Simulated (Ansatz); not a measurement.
Input file:

```
crystal:
  lattice:
    - [5.4442106826, 0.0, 0.0]
    - [0.0, -5.4442106826, 0.0]
    - [0.0, 0.0, -5.4442106826]
  atoms:
    - { symbol: Si, position: [0.4904556368, 1.0095443632, 1.0095443632] }
    - { symbol: Si, position: [0.0, 0.5, 1.0] }
    - { symbol: Si, position: [0.0, 1.0, 0.5] }
    - { symbol: Si, position: [0.5, 0.5, 0.5] }
    - { symbol: Si, position: [0.75, 0.75, 0.75] }
    - { symbol: Si, position: [0.25, 0.25, 0.75] }
    - { symbol: Si, position: [0.25, 0.75, 0.25] }
    - { symbol: Si, position: [0.75, 0.25, 0.25] }
basis:
  ecutwfc: 500
kpoints:
  mp_grid: { grid: [6, 6, 6] }
hamiltonian:
  xc: r2scan
scf:
  occupations: { method: gaussian, width: 0.05 }
output:
  forces: true
  stress: true
  eigenvalues: true
  write_density: true
  write_potential: true
  elf: true
  volumetric_format: npy
```

Launched as:

```sh
ansatz run input.yaml --threads 1 --pin off --max-ram 2560MiB --backend cpu --events-out ev --progress --plain --runs-dir out
```

Below, planes, directions and counts refer to the conventional cell (a = 7.70 Å, b = 7.70 Å, c = 9.43 Å, α = 90.00°, β = 90.00°, γ = 120.00°).

Space group R3m; changed on purpose from its base cell (atom 1 (Si) moved -0.090 A towards its neighbour atom 5 (Si) at 2.357 A); not relaxed (largest force 1.1 eV/Å).

Method: DFT r2SCAN, scalar-relativistic, plane waves, PAW in Ansatz.

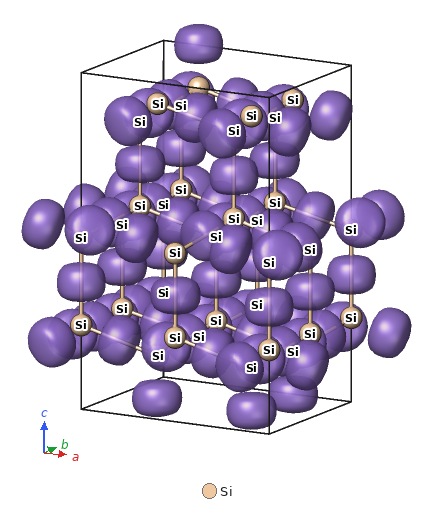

Si. Isosurface of the ELF at 0.8 (purple), seen slightly off an axis. Core shells and regions of very low density are left out. Sticks mark near contacts.

What do the ELF domains correspond to?

Answer. The ELF exceeds this value in 48 regions between bonded Si–Si atoms (shared pairs), counted in one cell of 24 atoms. Any copies at cell faces, edges or corners count once. Along the contacts the grid gives the following. Si–Si (2.33 Å): the ELF peaks at about 0.95 between the atoms; localised, covalent bonding. Si–Si (2.45 Å): the ELF peaks at about 0.95 between the atoms, as expected for a covalent bond.
